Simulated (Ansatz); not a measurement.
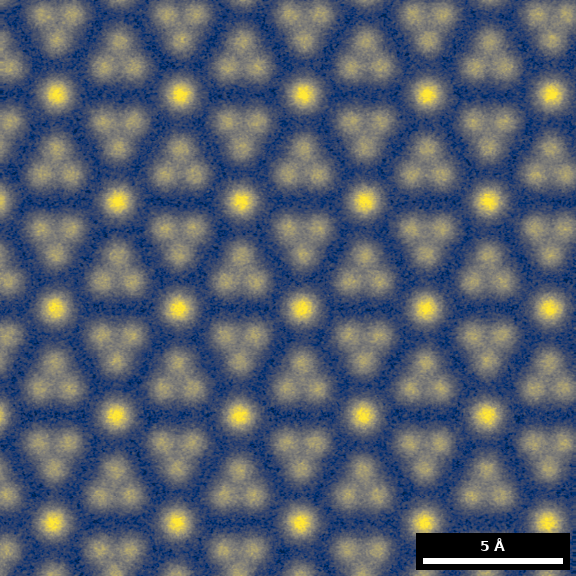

An image along [111] of one of the structures below (computed or model cells, partly hypothetical, each in its standard cell). Simulated as the projected potential of neutral atoms (B = 0.3 Å²) blurred by a 0.59 Å probe, the thin-sample limit of integrated differential phase contrast. The display is stretched by a gamma of 0.65; percentages refer to the linear signal. Shot noise and a slight drift were added.

A. Ge
Space group Pm-3n (No. 223). a = 5.467 Å, b = 5.467 Å, c = 5.467 Å, α = 90.00°, β = 90.00°, γ = 90.00°
```
atom  site  symmetry       x       y       z
  Ge    2a      m-3.  0.0000  0.0000  0.0000
  Ge    6c     -4m.2  0.2500  0.0000  0.5000
```

B. Ge
Space group P6_3/mmc (No. 194). a = 3.035 Å, b = 3.035 Å, c = 4.701 Å, α = 90.00°, β = 90.00°, γ = 120.00°
```
atom  site  symmetry       x       y       z
  Ge    2c      -6m2  0.3333  0.6667  0.2500
```

C. Ge
Space group Fd-3m:1 (No. 227). a = 5.630 Å, b = 5.630 Å, c = 5.630 Å, α = 90.00°, β = 90.00°, γ = 90.00°
```csv
atom,site,symmetry,x,y,z
Ge,8a,-43m,0.0000,0.0000,0.0000
```

D. Ti
Space group P6_3/mmc (No. 194). a = 2.895 Å, b = 2.895 Å, c = 9.265 Å, α = 90.00°, β = 90.00°, γ = 120.00°
```json
{"atom": "Ti", "site": "2a", "symmetry": "-3m.", "x": "0.0000", "y": "0.0000", "z": "0.0000"}
{"atom": "Ti", "site": "2c", "symmetry": "-6m2", "x": "0.3333", "y": "0.6667", "z": "0.2500"}
```

### Which of them gives this image?

A, Ge. Along [111] the projected cells are A 4.46 × 4.46 Å, 120°; B 2.55 × 2.92 Å, 116°; C 2.30 × 2.30 Å, 120°; D 2.76 × 2.86 Å, 119°. The image repeats as A does, and its brightest columns are Ge.

Structure A: coordinates from a relaxation with DFT, RPBE, plane waves (420 eV) with PAW, scalar-relativistic (Ansatz); the starting structure was generated, so it need not be a known form of this composition.
